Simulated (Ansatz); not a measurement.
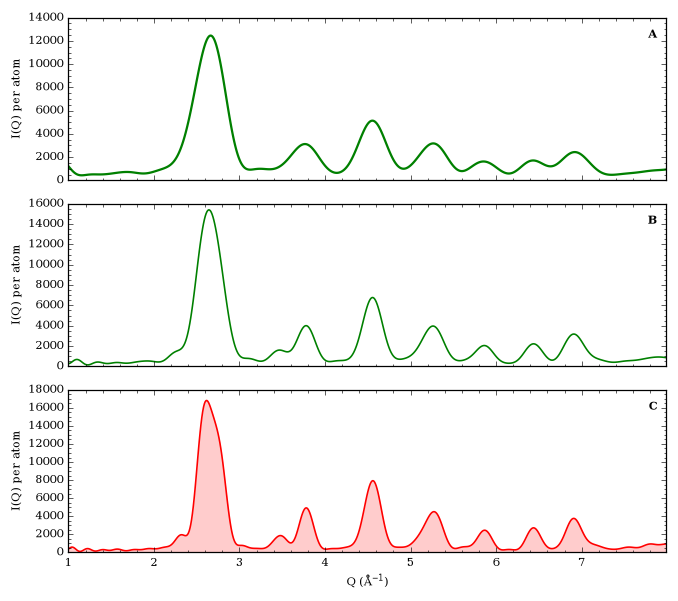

X-ray scattering of spheres cut from the crystal structure of Ta (P6/mmm, a = 4.849 Å, b = 4.849 Å, c = 2.712 Å, α = 90.00°, β = 90.00°, γ = 120.00°), calculated atom by atom with the Debye equation (B = 0.5 Å², no relaxation of the surface). It is based on the input geometry of an electronic-structure calculation (not necessarily at equilibrium); the starting structure was generated, so it need not be a known form of this composition.

The spheres are 20, 28 and 36 Å across. Which curve is which?

Answer. curve A: 20 Å (217 atoms); curve B: 28 Å (641 atoms); curve C: 36 Å (1303 atoms). Peak widths go roughly as 2π/D, so the largest sphere has the sharpest peaks.

Index the main peaks of the largest sphere.

Answer. Q ≈ 2.62 Å⁻¹: 110; Q ≈ 3.48 Å⁻¹: 111; Q ≈ 3.78 Å⁻¹: 201; Q ≈ 4.56 Å⁻¹: 300 + 211; Q ≈ 5.27 Å⁻¹: 220 + 112; Q ≈ 5.87 Å⁻¹: 311.
